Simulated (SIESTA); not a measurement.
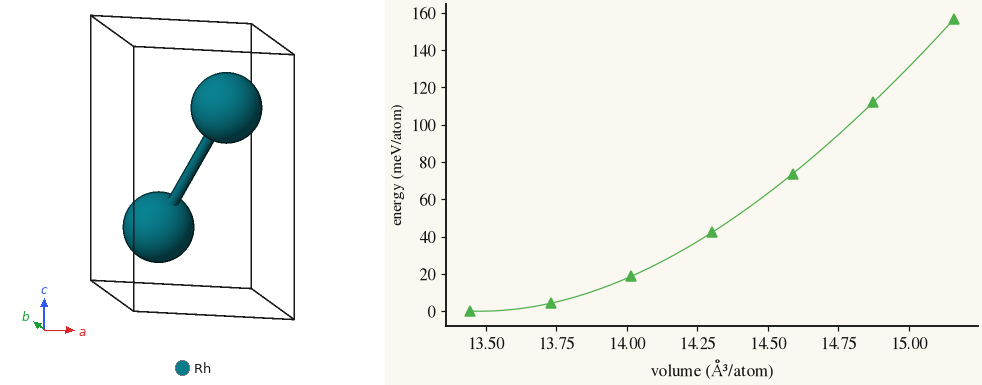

The plot gives the computed energy against volume for Rh, space group P6_3/mmc (No. 194). The conventional cell is drawn beside the plot.

Structure:
```xyz
2
Lattice="2.7310 0.0000 0.0000 -1.3655 2.3651 0.0000 0.0000 0.0000 4.4285" Properties=species:S:1:pos:R:3 pbc="T T T"
Rh    0.0000    1.5767    1.1071
Rh    1.3655    0.7884    3.3214
```

Computed with SIESTA 5.4.2: DFT in numerical atomic orbitals with pseudopotentials, no spin polarisation; energies at scaled volumes of the given cell, shape and fractions fixed, counted from the fit's minimum, third-order Birch-Murnaghan fit. Level: LDA.

```json
{"setting": "k mesh", "value": "11×11×6"}
{"setting": "occupations", "value": "Fermi–Dirac"}
{"setting": "smearing width", "value": "0.05 eV"}
{"setting": "potentials", "value": "PseudoDojo 0.4 standard, converted to PSML, two zetas on semicore shells"}
{"setting": "program settings", "value": "basis DZP, mesh cutoff 800 Ry"}
```

This calculation gives: equilibrium volume 13.48 Å³/atom and bulk modulus 304 GPa.

Now the level changes from LDA to PBEsol. How do these quantities change?

The equilibrium volume rises from 13.48 to 13.76 Å³/atom (+2.1 %) and the bulk modulus falls from 304 to 288 GPa (−5.3 %).

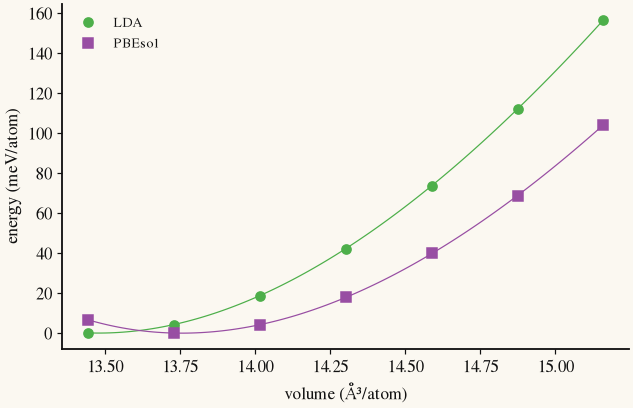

The two results together.

For LDA, limits of the calculation: the fit and the printed pressures don't fully agree, or the minimum lies near the end of the range; mulliken charges of long orbitals; shape and atomic fractions are frozen while scaling, which makes layered, chain and framework solids too stiff.

For PBEsol, limits of the calculation: mulliken charges of long orbitals; shape and atomic fractions are frozen while scaling, which makes layered, chain and framework solids too stiff.

V0 and the bulk modulus come from third-order Birch–Murnaghan fits.
